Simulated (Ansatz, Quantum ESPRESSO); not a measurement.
# CaO(001): the 4πα/A, ions held at a withheld member of a series

**Set-up.** Quantum ESPRESSO 7.5, PBE, GBRV ultrasoft. Free-standing symmetric slabs with 16 Å of vacuum in the starting cell; all atoms relax without a field to tight forces. A sawtooth field of 0.1 V/Å with dipole correction is then applied with the ions held (f1) and with the ions free (r1). Fixed occupations. The slabs take the lattice constants of the bulk relaxed by the same program. The series steps the number of layers.

```tsv
number of layers	4πα/A, ions held (Å)
3 layers	6.273
4 layers	8.060
5 layers	9.841
6 layers	11.616
7 layers	13.400
8 layers	15.184
```

**Question.** What is the 4πα/A, ions held at 9 layers?

By hand: The rows at 7 layers and 8 layers give a slope of (15.184 − (13.400))/(8 − (7)) = 1.784, so a straight line gives 16.968 Å. A parabola through these and the row at 6 layers gives 16.968 Å.

**Check.** 16.962 Å. The line misses by +0.006 and the parabola by +0.006 Å. Both misses are under 5 % of the step from the nearer row.

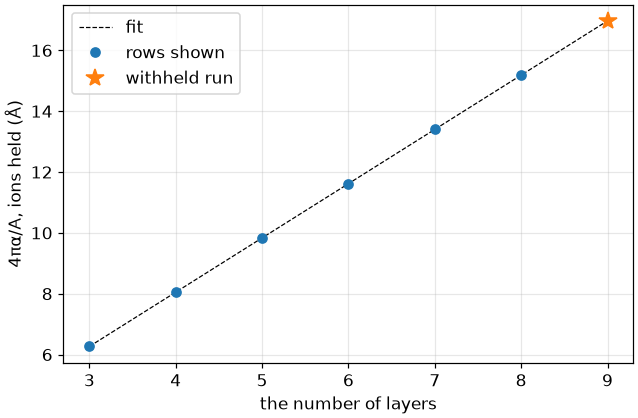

The rows shown, the fit and the withheld run.

Caveats: Surface layers answer otherwise than the interior, so permittivities come from the slope against thickness; semilocal gaps overscreen; 1×1 cells forbid distortions that need a larger cell.

[Logs are printed without paths, hosts, clocks, repeated set-up lines and the standing remarks that a program may print on its own settings, such as how far it seeks lower states.]
